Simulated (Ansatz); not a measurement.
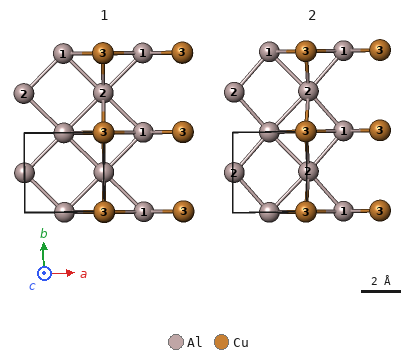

Two geometries of crystalline Al₂Cu (set up in P1), drawn at one scale. One is the start of a relaxation, the other its converged end. A ball-and-stick model of the cell of the calculation, repeated 2 × 2 × 1 with one cell outlined, seen along the c axis.

The calculation used DFT r2SCAN, scalar-relativistic, plane waves, PAW (Ansatz). Settings: plane-wave cutoff 500 eV; k-point mesh 8 × 8 × 12; occupations gaussian; smearing width 0.15 eV; no spin polarisation; cell and atoms relaxed; force threshold 0.01 eV/Å; at most 80 steps.

### Which of the two is the end point?

Structure 1 is the relaxed one. Case: all atoms moved at random, sigma 0.05 Å for each component, cell strained at random, sigma 0.06; relaxed back. Al2 moves most relative to the cell: 0.10 Å along [−1 0 −1]. Largest moves by element: Al 0.10 Å, Cu 0.06 Å. The drawn cell changes as follows: a 3.827 → 4.096 Å (+7.0 %), b 4.143 → 4.096 Å (−1.1 %), c 2.785 → 2.843 Å (+2.1 %), α 91.0° → 90.0°, γ 89.1° → 90.0°; the volume changes by +8.1 %. Near-neighbour distances that change, for instance: Al1–Cu3 2.286 → 2.493 Å, Al1–Cu3 (another image) 2.332 → 2.493 Å, Al1–Al2 2.739 → 2.896 Å, Al1–Al2 (another image) 2.768 → 2.896 Å. The space group (tolerance 0.01 Å) goes from P1 (No. 1) to P4/mmm (No. 123). After 3 accepted moves (4 points after the start) the energy has fallen by 0.254 eV per cell of the calculation. The largest force component goes from 0.59 to 0.0013 eV/Å. Pressure: 10.33 GPa at the start and −0.01 GPa at the end. At 1 point the geometry stayed and the basis and grid were re-selected for the new cell (energy shift of 0.8 meV per cell of the calculation at most each time). The run took 88 s on 2 threads of Intel(R) Xeon(R) 6975P-C (Granite Rapids), on a shared host, peak memory 0.83 GiB.
